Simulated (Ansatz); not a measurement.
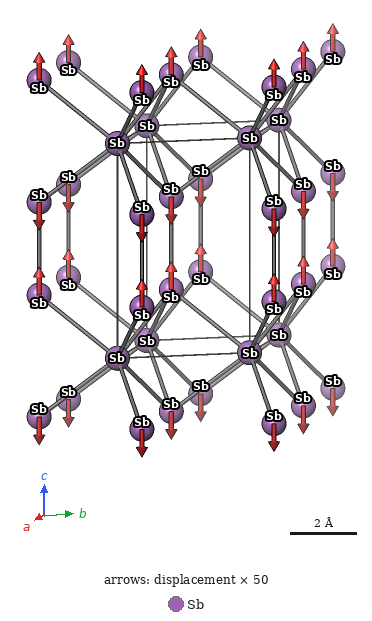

A relaxation of crystalline Sb (a generated structure, set up in P-6m2). The starting structure is drawn; red arrows show the displacements (the part carried along by the change of the cell is left out), magnified 50 times.

A ball-and-stick model of the cell of the calculation, seen slightly off an axis.

Method: Ansatz, DFT PBE, scalar-relativistic, plane waves, PAW. Set-up: plane-wave cutoff 420 eV; k-point mesh 12 × 12 × 8; occupations gaussian; smearing width 0.1 eV; no spin polarisation; cell and atoms relaxed; force threshold 0.01 eV/Å; at most 80 steps.

Question: What happened in the run?

Answer: After 4 accepted moves (5 points after the start) the energy has fallen by 6.1 meV per cell of the calculation. The largest force component goes from 0.12 to 0.0041 eV/Å. Pressure: 0.43 GPa at the start and 0.02 GPa at the end. The SCF was repeated once at an unchanged geometry on a basis and grid sized afresh for the cell, which shifted the energy by 0.2 meV per cell of the calculation at most. The largest moves relative to the cell, 0.018 Å, are those of Sb atoms. Cell: a = b 4.240 → 4.185 Å (−1.3 %), c 6.620 → 6.734 Å (+1.7 %). Volume −0.9 %. Near-neighbour distances that change, for instance: Sb–Sb 2.866 → 2.880 Å, Sb–Sb 3.085 → 3.090 Å. Bond angles that change, for instance: Sb–Sb–Sb 74.9° → 77.1°. The space group stays P-6m2 (No. 187). The run took 2.1 min on 1 thread of Intel(R) Xeon(R) Processor (shared host), peak memory 0.5 GiB.
